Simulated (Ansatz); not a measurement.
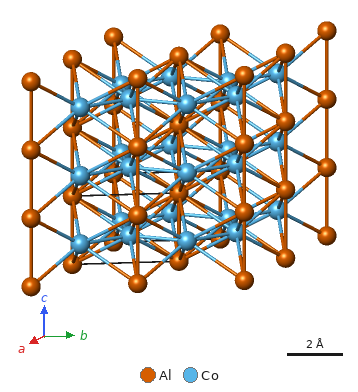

Starting structure of solid AlCo₂ (a generated structure, set up in P6/mmm) (coarse preliminary run). Style: ball-and-stick. Shown: the cell of the calculation, repeated 2 × 2 × 3 with one cell outlined, slightly off an axis.

Computed with DFT PBE, scalar-relativistic, plane waves, PAW in Ansatz 0.2.0.

Input
```yaml
crystal:
  lattice:
    - [3.9470089128, 0.0, 0.0]
    - [-1.9735044564, 3.4182099874, 0.0]
    - [0.0, 0.0, 2.573245059]
  atoms:
    - { symbol: Al, position: [0.0, 0.0, 0.0] }
    - { symbol: Co, position: [0.3333333333, 0.6666666667, 0.5] }
    - { symbol: Co, position: [0.6666666667, 0.3333333333, 0.5] }
basis:
  ecutwfc: 420
kpoints:
  mp_grid: { grid: [6, 6, 6] }
hamiltonian:
  xc: pbe
scf:
  occupations: { method: gaussian, width: 0.1 }
  lower_state_search: "off"
output:
  forces: true
  stress: true
  eigenvalues: true
relax:
  adjacent_minimum: "off"
  f_tol: 0.04
  max_steps: 70
  cell: { stress_tol: 0.4 }
```

Launched with:
```bash
ansatz run input.yaml --threads 1 --pin off --max-ram 2560MiB --backend cpu --events-out ev --progress --plain --runs-dir out
```

**What does the optimiser find from here?**

No atom moves by more than 0.005 Å relative to the cell. The volume changes by +0.8 %, with a = b unchanged at 3.947 Å, c 2.573 → 2.594 Å (+0.8 %). Some distances before and after: Al1–Al1 2.573 → 2.594 Å, Al1–Co2 2.617 → 2.622 Å. The space group stays P6/mmm (No. 191). After 2 accepted moves (3 points after the start) the energy has fallen by 2.5 meV per cell of the calculation. All forces vanish by symmetry, so only the cell relaxes. Pressure: 1.34 GPa at the start and 0.02 GPa at the end. At 1 point the geometry stayed and the basis and grid were re-selected for the new cell (energy shift of 0.2 meV per cell of the calculation at most each time).

Final geometry:

```xyz
3
Lattice="3.9467 0.0000 0.0000 -1.9734 3.4180 0.0000 0.0000 0.0000 2.5941" Properties=species:S:1:pos:R:3 pbc="T T T"
Al    0.0000    0.0000    0.0000
Co    0.0000    2.2786    1.2971
Co    1.9734    1.1393    1.2971
```

Limits of the set-up: the k-point mesh is coarse for a cell with partly filled bands.
